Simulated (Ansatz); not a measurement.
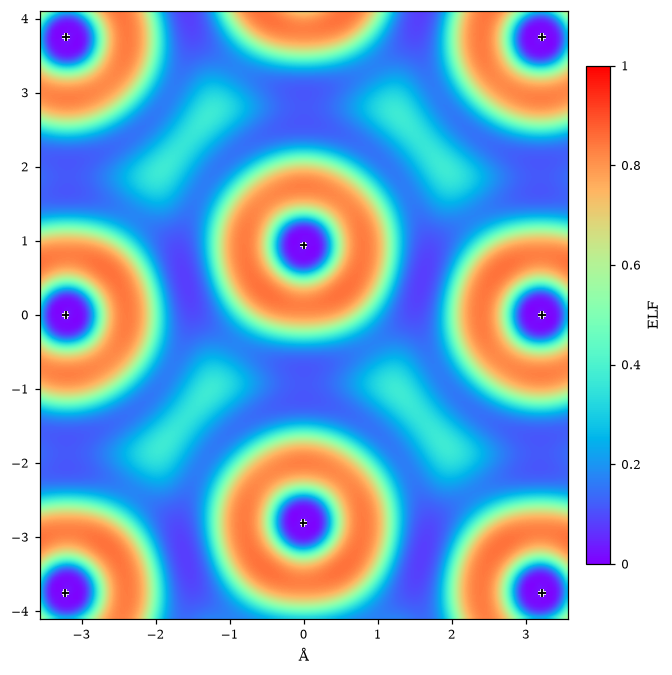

The electron localisation function on a plane through atoms (crosses mark nuclei in the plane).

These are results of DFT, revPBE, plane waves (420 eV) with PAW, scalar-relativistic in Ansatz, not measurements.

Candidates:
A. Os, a = 4.50 Å, b = 4.50 Å, c = 2.83 Å, α = 90.00°, β = 90.00°, γ = 120.00°. Space group P6/mmm; set up as Os, omega (AlB2-type); a generated structure, not necessarily the stable one; changed on purpose from its base cell (volume × 1.12); computed pressure about −31 GPa in this cell; computed without spin polarisation.
B. Rh, a = 2.55 Å, b = 2.55 Å, c = 2.55 Å, α = 90.00°, β = 90.00°, γ = 90.00°. Space group Pm-3m; set up as Rh, simple cubic; a generated structure, not necessarily the stable one; computed without spin polarisation.
C. La, a = 6.43 Å, b = 6.43 Å, c = 3.75 Å, α = 89.97°, β = 89.97°, γ = 89.93°. Space group I4₁/amd; set up as La, beta-Sn type; a generated structure, not necessarily the stable one; changed on purpose from its base cell (volume × 1.04).

### Which system is this?

Candidate C: La on the (100) plane of the conventional cell, which holds La. La–La (3.35 Å): the ELF is about 0.10 at the midpoint: no localised pair shows between them.
